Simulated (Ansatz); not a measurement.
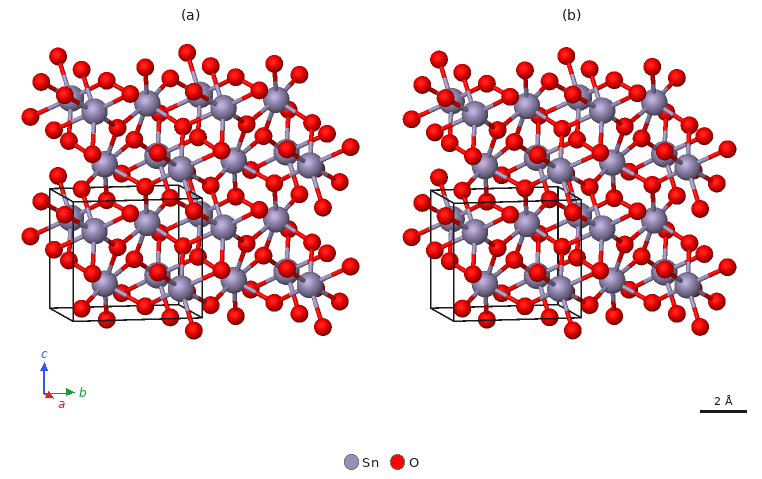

The structure of a crystal of SnO2 (built on the database structure type) before (left) and after (right) a relaxation, at one scale.

A ball-and-stick model of the cell of the calculation, repeated 1 × 2 × 2 with one cell outlined, seen slightly off an axis.

These are results of DFT, r2SCAN, plane waves, PAW in Ansatz, not measurements. Settings: plane-wave cutoff 500 eV; k-point mesh 6 × 4 × 4; occupations fermi dirac; smearing width 0.02 eV; no spin polarisation; cell and atoms relaxed; force threshold 0.005 eV/Å.

Question: What changed between the two?

Answer: Over 4 accepted moves (5 points after the start) the energy falls by 0.144 eV per cell of the calculation. The largest force component goes from 0.094 to 0.0013 eV/Å. The pressure goes from −7.78 to 0.02 GPa. The SCF was repeated once at an unchanged geometry on a basis and grid sized afresh for the cell, which shifted the energy by 2.9 meV per cell of the calculation at most. The largest moves relative to the cell, 0.005 Å, are those of O atoms. Sn stays in place. The drawn cell changes as follows: a 4.789 → 4.731 Å (−1.2 %), b 5.824 → 5.744 Å (−1.4 %), c 5.306 → 5.238 Å (−1.3 %); the volume changes by −3.8 %. Some distances before and after: O–Sn 2.064 → 2.035 Å, O–Sn 2.135 → 2.107 Å, O–Sn 2.088 → 2.064 Å. The space group stays Pbcn (No. 60). The run took 11 s on 1 × NVIDIA H100 80GB HBM3 with 2 threads of AMD EPYC 7R13 Processor (Zen 3), on a shared host, peak memory 1.3 GiB.
